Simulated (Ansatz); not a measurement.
Consider Ir (slab).

The calculation's input:

```
crystal:
  lattice:
    - [5.4313155572, 0.0, 0.0]
    - [-2.7156577786, 4.7036572485, 0.0]
    - [0.0, 0.0, 20.4346505824]
  atoms:
    - { symbol: Ir, position: [0.3333333333, 0.1666666667, 0.3914918911] }
    - { symbol: Ir, position: [0.3333333333, 0.6666666667, 0.3914918911] }
    - { symbol: Ir, position: [0.8333333333, 0.1666666667, 0.3914918911] }
    - { symbol: Ir, position: [0.8333333333, 0.6666666667, 0.3914918911] }
    - { symbol: Ir, position: [0.6666666667, 0.3333333333, 0.5] }
    - { symbol: Ir, position: [0.6666666667, 0.8333333333, 0.5] }
    - { symbol: Ir, position: [0.1666666667, 0.3333333333, 0.5] }
    - { symbol: Ir, position: [0.1666666667, 0.8333333333, 0.5] }
    - { symbol: Ir, position: [0.0, 0.5, 0.6085081089] }
    - { symbol: Ir, position: [0.0, 0.0, 0.6085081089] }
    - { symbol: Ir, position: [0.5, 0.5, 0.6085081089] }
    - { symbol: Ir, position: [0.5, 0.0, 0.6085081089] }
basis:
  ecutwfc: 420
kpoints:
  mp_grid: { grid: [4, 4, 1] }
hamiltonian:
  xc: pbe
  dispersion: d3bj
scf:
  occupations: { method: gaussian, width: 0.1 }
output:
  forces: true
  eigenvalues: true
  write_density: true
  write_potential: true
  elf: true
  volumetric_format: npy
relax:
  adjacent_minimum: "off"
  f_tol: 0.03
  max_steps: 70
  constraints: [{ sites: [0, 1, 2, 3] }]
efield:
  axis: 3
  dipole_correction: true
  ramp_width: 0.04
```

Command:

```sh
ansatz run input.yaml --threads 4 --pin off --max-ram 10240MiB --backend cpu --events-out ev --progress --plain --runs-dir out
```

The fields are those of the run's last geometry, not of the input's.

Computed without spin polarisation.

All numbers below come from Ansatz 0.2.0, DFT PBE+D3(BJ), scalar-relativistic, plane waves, PAW.

Q: Predict the valence pseudo-density and electron localisation function between the atoms.

A: Ir–Ir (2.68 Å): the density is about 0.48 e/Å³ at the midpoint; the ELF is about 0.40 at the midpoint.

Q: Does the calculation make it a metal, or give it a gap?

A: It is metallic or semimetallic at this level of theory: no gap opens.

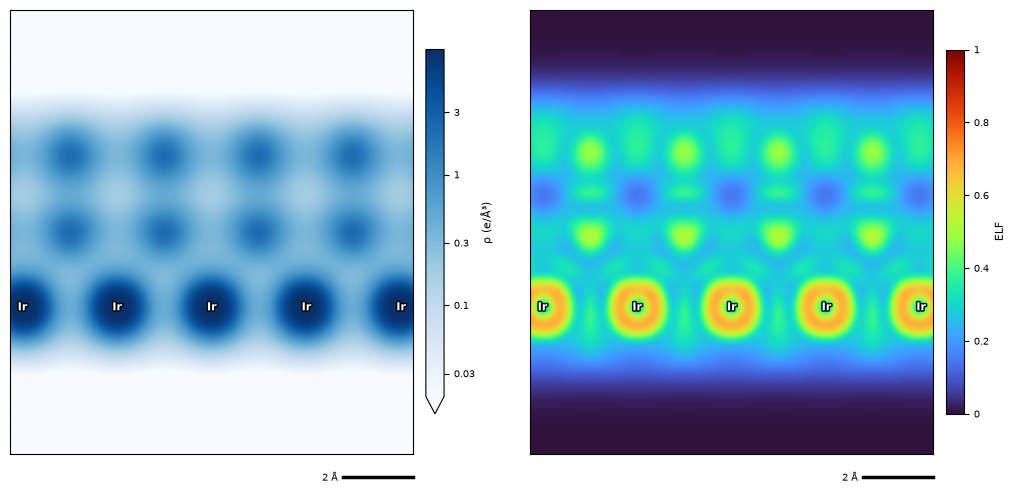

Computed valence pseudo-density and electron localisation function on the (100) plane of the calculation cell, a cut from vacuum to vacuum, in this order. Atoms just off the plane (Ir, 0.8 Å away) can leave unmarked features too.

Core electrons are frozen (PAW), and the valence fields are smoothed inside the atomic spheres.
